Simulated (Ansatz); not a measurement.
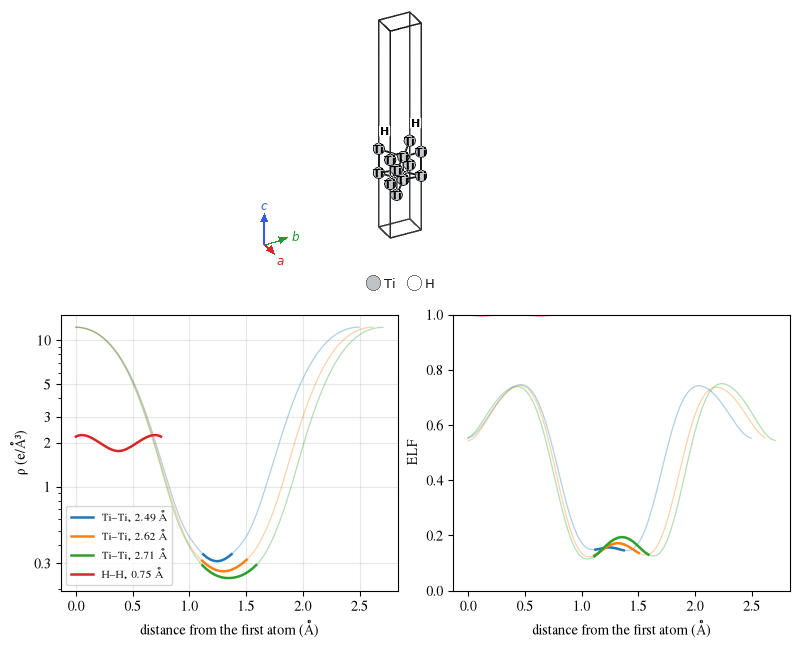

*Ti3H (slab). Valence electron density and ELF along straight lines between neighbouring atoms. Thin, pale parts lie inside the atomic spheres. The structure is drawn too.*

A point of a scan over the structure, not its minimum; not relaxed (largest force 0.6 eV/Å); computed without spin polarisation; PAW files of the earlier set (soft_1).

All numbers below come from Ansatz 0.2.0, DFT PBE, scalar-relativistic, plane waves, PAW.

Core electrons are frozen (PAW), and the valence fields are smoothed inside the atomic spheres.

What can be read from the curves?

Ti–Ti (2.49 Å): ρ is about 0.31 e/Å³ halfway; the ELF is about 0.15 at the midpoint (no localised pair shows between them).
Ti–Ti (2.62 Å): ρ is about 0.26 e/Å³ halfway; the ELF is about 0.15 at the midpoint (no shared electron pair shows on this line).
Ti–Ti (2.71 Å): ρ at the midpoint is about 0.24 e/Å³; the ELF is about 0.20 at the midpoint: no shared electron pair shows on this line.
H–H (0.75 Å): ρ is about 1.7 e/Å³ halfway; the ELF peaks at about 1 between the atoms.
